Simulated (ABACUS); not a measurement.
# A series of single points on Si

System: Si (P6₃/mmc, 4 atoms in the cell).
Method: Kohn-Sham DFT of a periodic cell, PBE, PseudoDojo NC SR 0.4.1 PBE standard, no spin polarisation (ABACUS 3.10.1).

The 7 runs differ only in the geometry, by an even scaling of the cell at fixed fractional positions. The structure derives from a Materials Project entry.

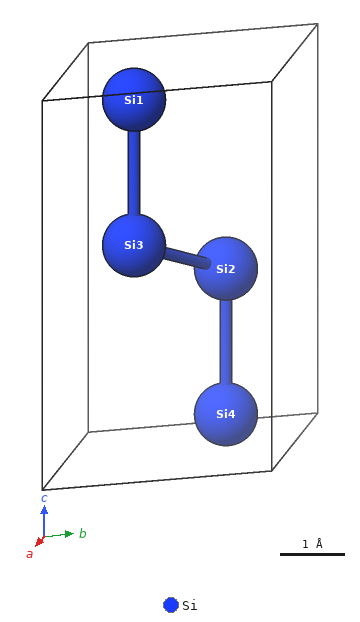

Figure 1. The structure of run 4 (ball-and-stick view of the cell of the calculation, seen slightly off an axis; atoms are numbered from 1 in the order of the input).

**Input of run 4**
```
INPUT_PARAMETERS
suffix              Si
calculation         scf
basis_type          pw
pseudo_dir          ./
symmetry            1
dft_functional      pbe
ecutwfc             36
pseudo_rcut         10
nspin               1
nbands              12
ks_solver           dav
smearing_method     fd
smearing_sigma      0.00367493
scf_thr             1e-08
scf_nmax            100
mixing_type         broyden
mixing_beta         0.7
cal_force           1
cal_stress          1
kpar                4
```

**File STRU of run 4**
```
ATOMIC_SPECIES
Si 28.0850 Si.upf

LATTICE_CONSTANT
1.8897261246

LATTICE_VECTORS
3.8313174605 0.0000000000 0.0000000000
-1.9156587303 3.3180182508 0.0000000000
0.0000000000 0.0000000000 6.3326220002

ATOMIC_POSITIONS
Direct

Si
0.0
4
0.6666666667 0.3333333333 0.9369905000 1 1 1
0.3333333333 0.6666666667 0.4369905000 1 1 1
0.6666666667 0.3333333333 0.5630095000 1 1 1
0.3333333333 0.6666666667 0.0630095000 1 1 1
```

**File KPT of run 4**
```
K_POINTS
0
Gamma
8 8 4 0 0 0
```

Command:
```bash
OMP_NUM_THREADS=1 mpirun -np 4 abacus > log
```

Lattice vectors (Å) and fractional positions of run 4:
```
   3.831317    0.000000    0.000000
  -1.915659    3.318018    0.000000
   0.000000    0.000000    6.332622
Si  0.666667  0.333333  0.936990
Si  0.333333  0.666667  0.436990
Si  0.666667  0.333333  0.563010
Si  0.333333  0.666667  0.063009
```

Run 3 differs from it as follows:
```diff
-3.8313174605 0.0000000000 0.0000000000
--1.9156587303 3.3180182508 0.0000000000
-0.0000000000 0.0000000000 6.3326220002
+3.8056031457 0.0000000000 0.0000000000
+-1.9028015729 3.2957490010 0.0000000000
+0.0000000000 0.0000000000 6.2901199008
```

**Results, with one run withheld**

```tsv
run	volume per atom (Å³)	free energy per atom, from the lowest run given (meV)	pressure (GPa)	gap on the mesh (eV)
1	18.918	35.11	7.97	0.27
2	19.321	18.16	5.53	0.33
3	19.723	?	?	?
4	20.126	1.14	1.35	0.42
5	20.528	0.00	−0.44	0.46
6	20.931	3.13	−2.05	0.50
7	21.333	10.09	−3.50	0.53
```

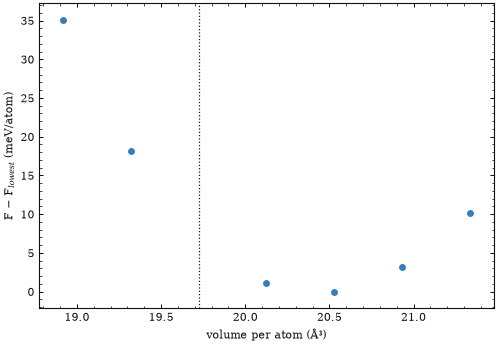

Figure 2. Free energy per atom of the runs given; the dotted line marks run 3.

Estimate the energy of run 3 from the others.

A cubic polynomial in V^(−2/3) (the Birch–Murnaghan form), fitted to the 6 runs given, misses them by at most 0.01 meV per atom. With x = V^(−2/3) − 0.13499 Å⁻², it reads F = 0.85611 + 1673.3 x + 7.1002e+05 x² + 4.5916e+05 x³ (meV per atom). At run 3 it gives 7.04 meV per atom, and the run itself gives 7.03. The slope of the fit gives a pressure −dF/dV of 3.35 GPa there, and the run prints 3.33 GPa. The fit has its minimum at 20.430 Å³ per atom, where V d²F/dV² gives 88.4 GPa. Cell shape and fractional positions are held, so this is the stiffness under even scaling; the relaxed bulk modulus wasn't computed. The gap on the mesh goes, without turning, from 0.27 eV in run 1 to 0.53 eV in run 7; run 3 has 0.37 eV. These are gaps of this functional on this mesh, which can miss the band edges; they aren't the measured gap.

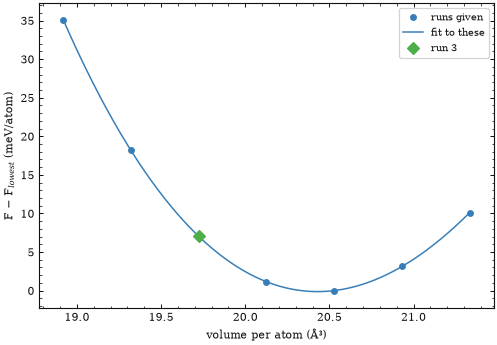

Figure 3. The fit and the withheld run.

**Some lines of the output (run 3)**
```
[...]
                          Volume (Bohr^3) = 532.394
                             Volume (A^3) = 78.8926
 E_Fermi        0.4709465423         6.4075564280
 E_Fermi        0.4922004766         6.6967310399
 E_Fermi        0.5013982883         6.8218736884
 E_Fermi        0.5013387918         6.8210641970
 E_Fermi        0.5016549976         6.8253663974
 E_Fermi        0.5016665031         6.8255229378
 E_KS(sigma->0) -33.8448191542       -460.4823882773
 E_Fermi        0.5016728995         6.8256099656
 final etot is -460.48250625 eV
 EFERMI = 6.8256099656 eV
 TOTAL-PRESSURE: 33.292191 KBAR
 !FINAL_ETOT_IS -460.4825062493187033 eV
```
